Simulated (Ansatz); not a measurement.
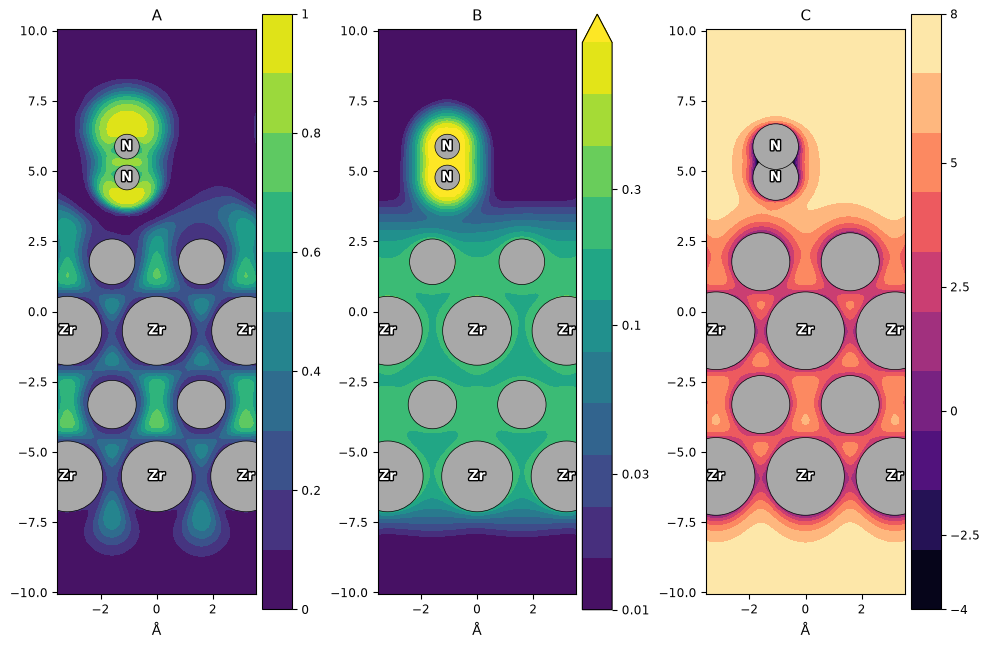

Zr8N (slab): 3 fields on the (11̄0) plane of the calculation cell, a cut from vacuum to vacuum, with unlabelled colour scales. Grey discs cover the atomic cores.

Not relaxed (largest force 1.0 eV/Å).

These are results of Ansatz 0.2.0, DFT PBE+D3(BJ), scalar-relativistic, plane waves, PAW, not measurements.

```xyz
18
Lattice="6.3664 0.0000 0.0000 -3.1832 5.5135 0.0000 0.0000 0.0000 26.3388" Properties=species:S:1:pos:R:3 pbc="T T T"
Zr    1.5916    0.9189    4.0001
Zr    0.0000    3.6757    4.0001
Zr    4.7748    0.9189    4.0001
Zr    3.1832    3.6757    4.0001
Zr    0.0000    1.8378    6.5576
Zr   -1.5916    4.5946    6.5576
Zr    3.1832    1.8378    6.5576
Zr    1.5916    4.5946    6.5576
Zr    1.5916    0.9189    9.1846
Zr    0.0000    3.6757    9.1846
Zr    4.7748    0.9189    9.1846
Zr    3.1832    3.6757    9.1846
Zr    0.0000    1.8378   11.6388
Zr   -1.5916    4.5946   11.6388
Zr    3.1832    1.8378   11.6388
Zr    1.5916    4.5946   11.6388
N    -0.5305    2.7567   14.6388
N    -0.5305    2.7567   15.7387
```

Match the panels to the quantities (electron localisation function, electrostatic potential energy of an electron and valence pseudo-density).

Answer. Panel A: electron localisation function. Panel B: valence pseudo-density. Panel C: electrostatic potential energy of an electron (low next to the atoms, rising into the space between them).
